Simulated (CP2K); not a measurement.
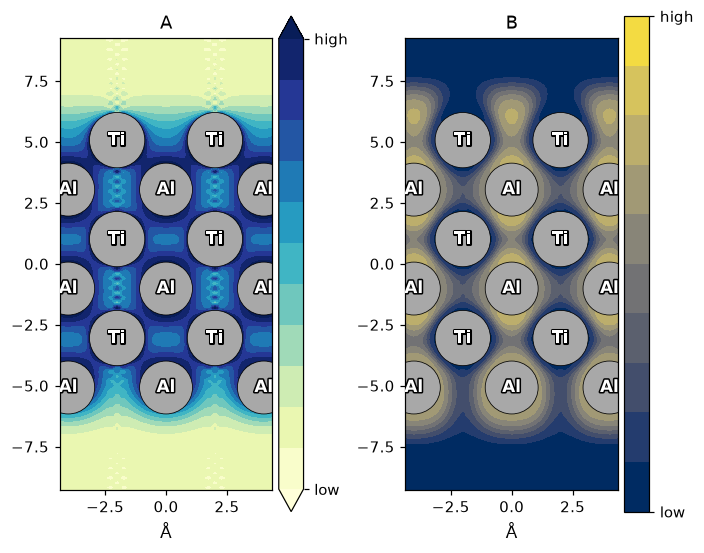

TiAl (slab): 2 fields on the (11̄0) plane of the calculation cell, a cut from vacuum to vacuum, with unlabelled colour scales. Grey discs cover the atomic cores.

Not relaxed (largest force 0.4 eV/Å).

These are results of Kohn-Sham DFT of a periodic cell, PBE, GTH-PBE with UZH-TZVP basis (CP2K 2026.2), not measurements.

**The panels show electron localisation function and valence pseudo-density in some order. Assign them.**

Panel A: valence pseudo-density. Panel B: electron localisation function. From the grid: Ti–Al (2.85 Å): ρ at the midpoint is about 0.2 e/Å³; the ELF is about 0.40 at the midpoint.
